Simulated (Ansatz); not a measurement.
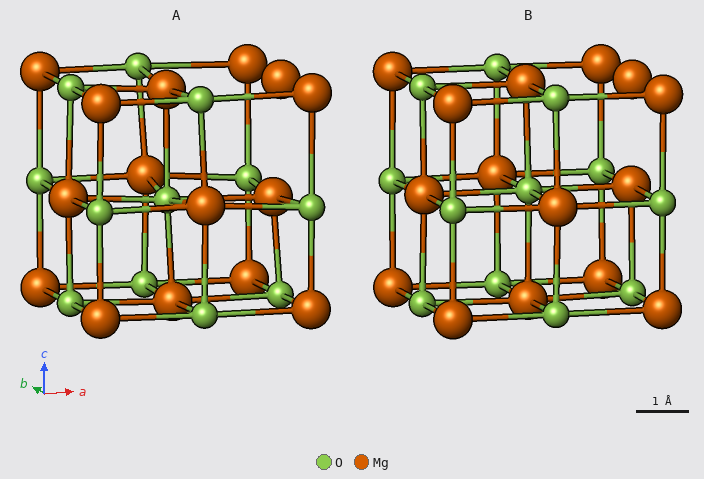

Two geometries of a defect cell of composition O₃₁Mg₃₃ (cell charge −2), drawn at one scale. One is the start of a relaxation, the other its converged end. The picture is a ball-and-stick view of the atoms within 4.2 Å of the atom that moves most (axes of the cell of the calculation (origin shifted)), seen slightly off an axis.

The calculation used Ansatz, DFT, PBEsol, PAW, plane waves. (plane-wave cutoff 420 eV; k-point mesh 1 × 1 × 1; mesh shifted by (0.25, 0.25, 0.25); no spin polarisation; atoms relaxed in a fixed cell; force threshold 0.03 eV/Å; at most 80 steps)

Which geometry has the lower energy?

Structure A is the relaxed one. Over 6 geometry steps the energy falls by 4.240 eV per cell of the calculation. Largest force component: 4.7 eV/Å at the start, 0.023 eV/Å at the end. The atom that moves furthest is an O atom (0.26 Å along [−1 0 −1]). Largest moves by element: O 0.26 Å, Mg 0.26 Å. The cell stays as it was. Near-neighbour distances that change, for instance: Mg–Mg 2.071 → 2.303 Å, Mg–Mg 2.124 → 2.312 Å, Mg–O 2.093 → 1.913 Å, Mg–Mg 2.996 → 2.817 Å. Among the angles between lasting bonds that change: Mg–O–Mg 178.4° → 166.3°, Mg–O–Mg 89.4° → 96.7°, Mg–O–Mg 90.6° → 83.8°.

Limits of the set-up: the periodic images lie only 8.4 Å apart, so the values are limited by the cell's size; the cell is charged, on a uniform background, and energies carry no finite-size correction.
